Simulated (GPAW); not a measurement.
# S K-edge XANES of zinc-blende (ZnS)₁₋ₓ(CdS)ₓ at x = 0.875, part 3 of 3

What does the S K edge look like in zinc-blende (ZnS)₁₋ₓ(CdS)ₓ at x = 0.875?

GPAW 26.7.0; X-ray absorption from dipole matrix elements to empty bands, plane-wave PAW LDA.

So far. Step 5 (Spectrum with XCH, S atom 2): Main maxima below 24 eV (height): 3.2 eV (2.11), 6.2 eV (1.90) and 14.4 eV (1.34). A K edge sees empty p states on the absorber. Step 5 (Spectrum with XCH, S atom 2): The total-energy difference is 2474.35 eV. One term is added: -16.82 eV, since the hole is spin-paired here and a spin-polarised one costs that much less in the free atom (computed apart). The photon energy is then 2457.53 eV.

### 7. Spectrum with XCH, Zn atom 7

The holes are 8.2 Å apart. The excited electron is kept in the cell, where it fills the lowest empty states and screens the hole. After the field has converged, empty bands are computed with the density fixed and the dipole matrix elements are summed.

The absorber has 4 S at 2.37 Å (tetrahedral).

xas.py

```python
import numpy as np
from ase import Atoms
from ase.parallel import parprint, paropen
from gpaw import GPAW, PW, FermiDirac, Mixer, MixerDif, setup_paths
from gpaw.test import gen
setup_paths.insert(0, '.')
gen('Zn', name='fch1s', xcname='LDA', corehole=(1, 0, 1), write_xml=True)
from gpaw.mpi import world
world.barrier()

atoms = Atoms('CdSCdSCdSZnSCdSCdSCdSCdS',
    cell=[[0, 5.76875, 5.76875],
     [5.76875, 0, 5.76875],
     [5.76875, 5.76875, 0]],
    scaled_positions=[[0.0005228, 0.9990374, 0.9980789],
     [0.1250578, 0.1249583, 0.1237999],
     [0.0010558, 0.9982396, 0.4996004],
     [0.1184581, 0.1436981, 0.6179365],
     [0.0020733, 0.501071, 0.9997193],
     [0.1204965, 0.6185042, 0.1440965],
     [0.0023461, 0.4998781, 0.5000836],
     [0.1209733, 0.6178514, 0.6191179],
     [0.4993838, 0.0002754, 0.0007408],
     [0.624742, 0.1248269, 0.1254976],
     [0.498421, 0.999619, 0.5017966],
     [0.6250505, 0.1245749, 0.6260505],
     [0.5010903, 0.5010094, 0.9987995],
     [0.6259858, 0.6255986, 0.1252311],
     [0.5016858, 0.500616, 0.5014305],
     [0.6461017, 0.6193216, 0.6187309]],
    pbc=True)
atoms.calc = calc = GPAW(legacy_gpaw=True, mode=PW(400, force_complex_dtype=True), xc='LDA', setups={6: 'fch1s'},
    kpts={'size': (3, 3, 3), 'gamma': True}, occupations=FermiDirac(0.04),
    charge=-1, mixer=Mixer(0.1, 5, 50), maxiter=150,
    convergence={'density': 0.0001, 'eigenstates': 1e-6}, txt='scf.txt')
energy = atoms.get_potential_energy() + calc.get_reference_energy()
ef = calc.get_fermi_level()
out = dict(energy=energy, fermi=ef, forces=atoms.get_forces().tolist())
parprint(f'all-electron energy {energy:.4f} eV, Fermi level {ef:.4f} eV')
ev = np.array([[calc.get_eigenvalues(k, s) for k in range(len(calc.get_ibz_k_points()))] for s in range(calc.get_number_of_spins())])
out['homo'], out['lumo'], out['counts'] = ev[ev < ef].max(), ev[ev > ef].min(), sorted(set((ev < ef).sum((0, 2)).tolist()))
out['filled'] = (ev[:, 0] < ef).sum(1).tolist()

from ase.units import Ha
from gpaw.xas import dipole_matrix_elements
nb = int(calc.get_number_of_electrons() / 2) + 196
top, nb = nb, nb + 8 + nb // 12
nscf = calc.fixed_density(kpts={'size': (4, 4, 4), 'gamma': True}, nbands=nb,
    convergence={'bands': top, 'eigenstates': 5e-3}, maxiter=60, txt='nscf.txt')
cell = atoms.cell.array
ops = [cell.T @ U.T @ np.linalg.inv(cell.T) for U in nscf.wfs.kd.symmetry.op_scc]
filled = [72]  # bands filled in the ground state, by spin
E = np.arange(-6, 30, 0.1)
fwhm = np.interp(E, [4, 25], [1.67, 3.5])
Y, X, zero, highest = 0, 0, 1e9, 1e9
for spin in range(nscf.get_number_of_spins()):
    wfs = nscf.wfs
    mine = wfs.bd.get_slice()  # this rank's bands
    A = dipole_matrix_elements(wfs.setups[6])
    eps = np.zeros((wfs.kd.nibzkpts, nb))
    d = np.zeros((3, A.shape[1], wfs.kd.nibzkpts, nb), complex)
    for kpt in wfs.kpt_u:
        if kpt.s == spin and 6 in kpt.P_ani:
            eps[kpt.k, mine] = kpt.eps_n * Ha
            d[:, :, kpt.k, mine] = (kpt.weight * wfs.nspins / 2) ** 0.5 * np.inner(A, kpt.P_ani[6])
    world.sum(eps)
    world.sum(d)
    T = np.einsum('amkn,bmkn->abkn', d, d.conj()).real
    T = sum(np.einsum('ai,ijkn,bj->abkn', R, T, R) for R in ops) / len(ops)
    empty = np.ones_like(eps, bool) & (np.arange(nb) >= filled[spin])
    zero, highest = min(zero, eps[empty].min()), min(highest, eps[:, top - 1].min())
    lines = [(eps, T, empty)] if spin == 0 else lines + [(eps, T, empty)]
for eps, T, empty in lines:
    f = np.einsum('aakn->akn', T).reshape(3, -1)
    x = eps.ravel() - zero
    w = np.interp(x, E, fwhm) / 2.35482
    g = np.exp(-0.5 * ((E[:, None] - x) / w) ** 2) / (w * (2 * np.pi) ** 0.5)
    Y = Y + (f * empty.ravel()) @ g.T
    X = X + (f * ~empty.ravel()) @ g.T
out.update(E=E.round(2).tolist(), xas=Y.tolist(), xes=X.tolist(), zero=zero, valid=highest - zero, nk=len(eps), nb=nb)
for i in range(0, len(E), 10):
    parprint(f'{E[i]:7.2f}', *(f'{v:10.3e}' for v in Y[:, i]))
import json
with paropen('out.json', 'w') as f:
    json.dump(out, f)
```

Command:

```console
$ OMP_NUM_THREADS=1 mpirun -n 4 gpaw python xas.py
```

Numbers of over 12 decimals in the logs are rounded to 6 here.

The log of the run:

```text
Input parameters:
  charge: -1
  convergence: {density: 0.0001,
                eigenstates: 1e-06}
  kpts: {gamma: True,
         size: (3, 3, 3)}
  maxiter: 150
  mixer: {backend: pulay,
          beta: 0.1,
          method: separate,
          nmaxold: 5,
          weight: 50}
  mode: {ecut: 400.0,
         force_complex_dtype: True,
         name: pw}
  occupations: {fixmagmom: False,
[...]
*d    :    -0.035193
--------------------------------

Diagonalizing with gridspacing h=0.050

state   all-electron     PAW
-------------------------------
4s:      -0.603317    -0.603615
4p:      -0.343743    -0.343956
3d:      -1.035193    -1.035651
*f:                   -0.018332
-------------------------------
all-electron energy -1190024.0280 eV, Fermi level 5.7704 eV
[...]
28.00  1.641e-07  1.649e-07  1.641e-07
  29.00  1.452e-07  1.457e-07  1.453e-07
[key lines of the parts left out:]
Converged after 14 iterations.
Dipole moment: (-18.741580, -22.664089, -22.651549) |e|*Ang
Free energy:    -67.368744
Fermi level: 5.77039
```

Wall time 9.7 min (4 MPI ranks of Arm Neoverse V1, shared host); peak memory 0.88 GiB; 39 min of CPU time.

The Zn K spectrum, Zn atom 7, excited-electron core hole (neutral cell) (energy from the bottom of the conduction band, which holds the excited electron; intensity scaled to a mean of 1 over the first 20 eV):

```
E (eV)  intensity
  -2.0       0.00
  -0.5       0.00
   1.0       0.11
   2.5       0.71
   4.0       1.13
   5.5       2.22
   7.0       1.10
   8.5       1.01
  10.0       0.94
  11.5       1.01
  13.0       1.09
  14.5       1.14
  16.0       1.03
  17.5       0.86
  19.0       0.77
  20.5       0.75
  22.0       0.83
  23.5       0.97
  25.0       1.07
  26.5       1.08
  28.0       0.97
  29.5       0.81
```

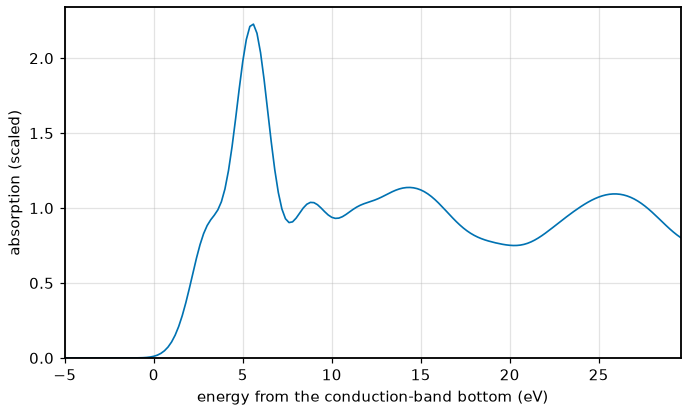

The Zn K edge, Zn atom 7, excited-electron core hole (neutral cell): main maxima at 5.6, 14.4 and 26.0 eV.

Main maxima below 29 eV (height): 5.6 eV (2.23), 8.8 eV (1.04), 14.4 eV (1.14) and 26.0 eV (1.09). 

The total-energy difference is 9672.81 eV. One term is added: -30.82 eV, since the hole is spin-paired here and a spin-polarised one costs that much less in the free atom (computed apart). The photon energy is then 9641.99 eV. The tabulated edge of the element is 9659 eV. The functional leaves an error in such absolute values: in the free atom LDA prices this hole 19.1 eV below PBE (computed apart), and PBE is itself good to a few eV.

### 8. Summary of results

- absorber and edge: S K, atom 2 of the ground-state input (counted from 1)
- surroundings: 1 Cd at 2.49 Å and 3 Cd at 2.50 Å (tetrahedral)
- highest intensity below 16 eV: 3.2 eV above the zero, height 2.11
- photon energy of the zero, with the added terms: 2457.5 eV (raw 2474.3 eV; LDA puts this hole about 9 eV below PBE, itself good to a few eV)

The S K edge of atom 2, with 1 Cd at 2.49 Å and 3 Cd at 2.50 Å (tetrahedral), has its highest intensity of the first 16 eV at 3.2 eV above the zero, near 2461 eV in photon energy (LDA puts this hole about 9 eV below PBE, itself good to a few eV), 2.1 times the mean level of the first 20 eV (Gaussian full width 0.9 eV up to 4 eV, rising linearly to 3.5 eV at 25 eV). The mesh is coarse (0.24 Å⁻¹ between points), so small maxima may be mesh ripples.

[Banner, clock and machine lines of the logs are left out without a mark of their own.]

[Logs are printed without paths, hosts, clocks, repeated set-up lines and the standing remarks that a program may print on its own settings, such as how far it seeks lower states.]

[Hosts, paths, dates, database ids (printed as entryN), source tags and the programs' standing remarks are cut or masked in the printed files.]

[Lists of maxima count a maximum above −3 eV only where it reaches 4 % of the highest in the window and stands out from its surroundings by 2 % of it (1.5 % where it reaches 55 %); shoulders and weaker maxima are passed over, and of the rest the first, up to two pre-edge ones and the few strongest are named.]
